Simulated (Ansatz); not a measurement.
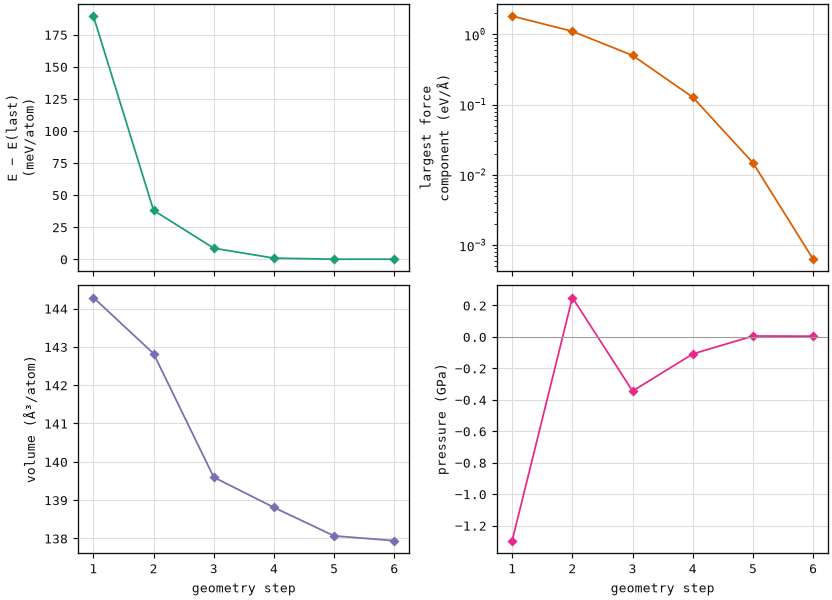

History of a geometry optimisation. A closing SCF on a freshly chosen basis isn't drawn.

The run: Ti (2 atoms in the cell), by DFT PBE, scalar-relativistic, plane waves, PAW (Ansatz); cutoff 420 eV, 1×1×23 k-mesh, Gaussian smearing of 0.05 eV, collinear spins.

**How did the optimisation end?**

The optimisation met its thresholds at geometry 6, counting the start as the first. The energy fell by about 190 meV/atom from the first step to the last. The largest force component goes from about 1.8 eV/Å at the start to 6 × 10⁻⁴ eV/Å at the end.

**Was the starting cell too large or too small?**

The volume shrinks from 144.3 to 137.9 Å³ per atom (−4 %), as the pressure goes from −1.3 GPa to about 0 GPa. The start was expanded.
